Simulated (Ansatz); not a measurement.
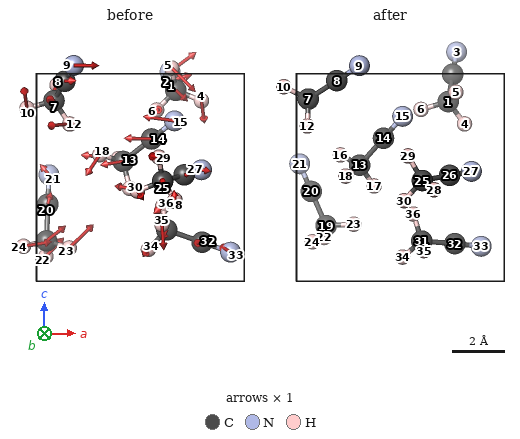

The structure of an amorphous cell of composition H$_{3}$C$_{2}$N before (left) and after (right) a relaxation, at one scale. The red arrows give the displacements, at their true length.

Style: ball-and-stick. Shown: the cell of the calculation, along the b axis.

The cell holds 6 CH3CN. The run prepares the start of a later molecular dynamics calculation, from a guessed geometry.

Computed with Ansatz 0.2.0, DFT PBE, scalar-relativistic, plane waves, PAW.

Input file:
```yaml
crystal:
  lattice:
    - [8.051748, 0.0, 0.0]
    - [0.0, 8.051748, 0.0]
    - [0.0, 0.0, 8.051748]
  atoms:
    - { symbol: C, position: [0.6706414, 0.8739578, 0.9194303] }
    - { symbol: C, position: [0.6552831, 1.047727, 0.9692712] }
    - { symbol: "N", position: [0.6428947, 1.1878949, 1.0094745] }
    - { symbol: H, position: [0.7942681, 0.8506987, 0.8688844] }
    - { symbol: H, position: [0.6511416, 0.7928902, 1.0263287] }
    - { symbol: H, position: [0.578356, 0.8443034, 0.8246491] }
    - { symbol: C, position: [0.0845097, 0.4957142, 0.8691852] }
    - { symbol: C, position: [0.1367031, 0.3495607, 0.9631573] }
    - { symbol: "N", position: [0.178804, 0.2316685, 1.0389582] }
    - { symbol: H, position: [-0.0456234, 0.4838954, 0.8330584] }
    - { symbol: H, position: [0.0989496, 0.6073405, 0.9447531] }
    - { symbol: H, position: [0.1599604, 0.5085949, 0.7572892] }
    - { symbol: C, position: [0.4175926, 0.6754315, 0.5770007] }
    - { symbol: C, position: [0.554021, 0.6243316, 0.6851294] }
    - { symbol: "N", position: [0.6640686, 0.5831127, 0.7723495] }
    - { symbol: H, position: [0.3943364, 0.8082693, 0.5908837] }
    - { symbol: H, position: [0.4485752, 0.6497569, 0.447539] }
    - { symbol: H, position: [0.304676, 0.6076679, 0.6092093] }
    - { symbol: C, position: [0.0487139, 0.8915227, 0.1948625] }
    - { symbol: C, position: [0.0549667, 0.9343383, 0.371054] }
    - { symbol: "N", position: [0.0600105, 0.9688748, 0.5131758] }
    - { symbol: H, position: [0.0453631, 1.0042211, 0.119581] }
    - { symbol: H, position: [0.1581477, 0.8192386, 0.1605303] }
    - { symbol: H, position: [-0.0621904, 0.8180963, 0.1686275] }
    - { symbol: C, position: [0.6073433, 0.1090825, 0.4823865] }
    - { symbol: C, position: [0.7109441, 0.2549545, 0.5124527] }
    - { symbol: "N", position: [0.7945118, 0.3726196, 0.5367051] }
    - { symbol: H, position: [0.6666654, 0.0276559, 0.391667] }
    - { symbol: H, position: [0.5892251, 0.040183, 0.5977296] }
    - { symbol: H, position: [0.4862603, 0.1469375, 0.4345811] }
    - { symbol: C, position: [0.6272654, 0.4749164, 0.2476962] }
    - { symbol: C, position: [0.7971639, 0.4977367, 0.1882869] }
    - { symbol: "N", position: [0.9342095, 0.5161443, 0.1403654] }
    - { symbol: H, position: [0.5390046, 0.5178635, 0.1541813] }
    - { symbol: H, position: [0.603905, 0.3437758, 0.2729127] }
    - { symbol: H, position: [0.60789, 0.545515, 0.3618009] }
basis:
  ecutwfc: 420.0
kpoints:
  mp_grid: { grid: [1, 1, 1] }
hamiltonian:
  xc: pbe
scf:
  occupations: { method: fermi_dirac, width: 0.05 }
  lower_state_search: "off"
relax:
  f_tol: 0.3
  max_steps: 15
  adjacent_minimum: "off"
```

Command:
```bash
ansatz run input.yaml --threads 1 --pin off --max-ram 3072MiB --backend cpu --events-out ev --progress --plain --runs-dir out
```

What changed between the two?

The relaxation stopped without meeting its thresholds, so the last structure isn't shown to be converged. It used up its limit of 15 steps. The atom that moves furthest is H16 (1.63 Å along [−2 −1 0]). Largest moves by element: H 1.63 Å, N 1.39 Å, C 1.14 Å. The lattice vectors keep their values. Among the contacts that change: C25–H28 1.092 → 1.115 Å, C20–N21 1.178 → 1.161 Å, C19–C20 1.461 → 1.444 Å, C19–H22 1.092 → 1.106 Å. After 14 geometry steps the energy has fallen by 52.8 meV per atom. The largest force component goes from 2.4 to 0.5 eV/Å.

Limits of the set-up: the periodic images lie only 8.1 Å apart, so the values are limited by the cell's size.
